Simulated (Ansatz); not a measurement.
## Electronic structure of Li17Br15 (cell with a defect) in real space

```yaml
crystal:
  lattice:
    - [5.50889, -5.50889, -5.50889]
    - [-5.50889, -5.50889, 5.50889]
    - [-5.50889, 5.50889, -5.50889]
  atoms:
    - { symbol: Li, position: [0.25000, 0.23725, 0.48725] }
    - { symbol: Li, position: [0.25000, 0.50000, 0.25000] }
    - { symbol: Li, position: [0.25000, 0.76275, 0.01275] }
    - { symbol: Li, position: [0.98725, 0.23725, 0.75000] }
    - { symbol: Li, position: [0.25000, 0.00000, 0.75000] }
    - { symbol: Li, position: [0.98725, 0.50000, 0.48725] }
    - { symbol: Li, position: [0.00000, 0.75000, 0.25000] }
    - { symbol: Li, position: [0.75000, 0.25000, 0.00000] }
    - { symbol: Li, position: [0.00000, 0.00000, 0.00000] }
    - { symbol: Li, position: [0.75000, 0.50000, 0.75000] }
    - { symbol: Li, position: [0.75000, 0.75000, 0.50000] }
    - { symbol: Li, position: [0.50000, 0.25000, 0.25000] }
    - { symbol: Li, position: [0.75000, 0.00000, 0.25000] }
    - { symbol: Li, position: [0.51275, 0.50000, 0.01275] }
    - { symbol: Li, position: [0.51275, 0.76275, 0.75000] }
    - { symbol: Li, position: [0.50000, 0.00000, 0.50000] }
    - { symbol: Li, position: [0.25000, 0.50000, 0.75000] }
    - { symbol: Br, position: [0.25000, 0.75125, 0.49875] }
    - { symbol: Br, position: [0.25000, 0.00000, 0.25000] }
    - { symbol: Br, position: [0.99875, 0.50000, 0.00125] }
    - { symbol: Br, position: [0.25000, 0.24875, 0.00125] }
    - { symbol: Br, position: [0.99875, 0.75125, 0.75000] }
    - { symbol: Br, position: [0.99875, 0.99750, 0.49875] }
    - { symbol: Br, position: [0.75000, 0.50000, 0.25000] }
    - { symbol: Br, position: [0.99875, 0.24875, 0.24750] }
    - { symbol: Br, position: [0.75250, 0.75125, 0.00125] }
    - { symbol: Br, position: [0.75000, 0.00000, 0.75000] }
    - { symbol: Br, position: [0.50125, 0.50000, 0.49875] }
    - { symbol: Br, position: [0.74750, 0.24875, 0.49875] }
    - { symbol: Br, position: [0.50125, 0.75125, 0.25250] }
    - { symbol: Br, position: [0.50125, 0.00250, 0.00125] }
    - { symbol: Br, position: [0.50125, 0.24875, 0.75000] }
```

The calculation used Ansatz 0.2.0, DFT PBE, scalar-relativistic, plane waves, PAW.

In a PAW calculation such maps are meaningful between the atoms, not at the nuclei.

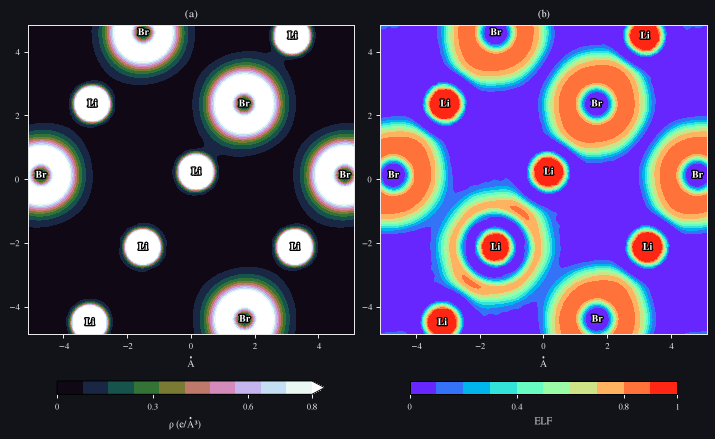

Figure 1. (a) valence charge density (pseudo); (b) ELF on the (100) plane of the calculation cell.

### What does the map show?

The section cuts through Li and Br sites.
Li–Br (2.61 Å): ρ at the midpoint is about 0.25 e/Å³; the ELF is about 0.80 at the midpoint; a closed-shell, largely ionic contact.
Li–Br (2.75 Å): ρ is about 0.19 e/Å³ halfway; the ELF is about 0.75 at the midpoint (a closed-shell, largely ionic contact).
Between the atoms the lowest density in this plane is 0.02 e/Å³.
The features right at Li lie inside the PAW spheres, where the map follows smoothed inner orbitals and isn't to be read closely.

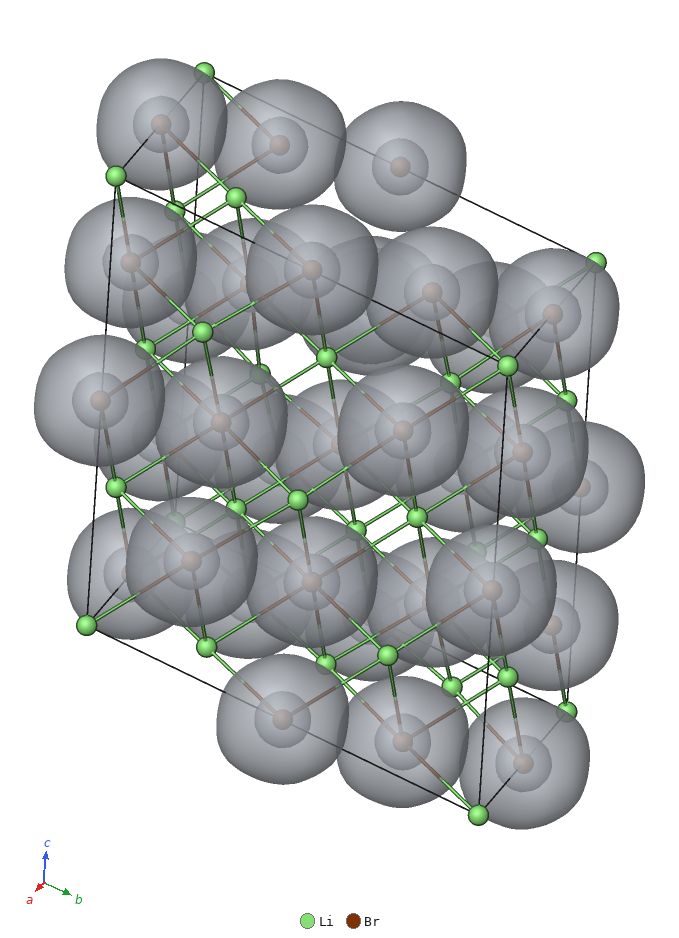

Figure 2. Isosurface of the ELF at 0.65 (grey), seen slightly off an axis. Only the valence region is drawn (cores and ρ < 0.01 e/Å³ removed). Sticks mark near contacts.

### Where are the electrons localised?

The ELF exceeds this value in one shell close around Li (its d, f or semicore electrons) and 15 regions wrapped around Br (the valence shell of each), counted in one cell of 32 atoms. Regions shared between cells count once. Profiles from the grid: Li–Br (2.74 Å): the ELF is about 0.75 at the midpoint; a largely ionic contact.

### Does the calculation make it a metal, or give it a gap?

It is gapped, with a Kohn–Sham gap of 1.5 eV on the k-point mesh (the band edges may lie off the mesh, which would make the gap smaller).
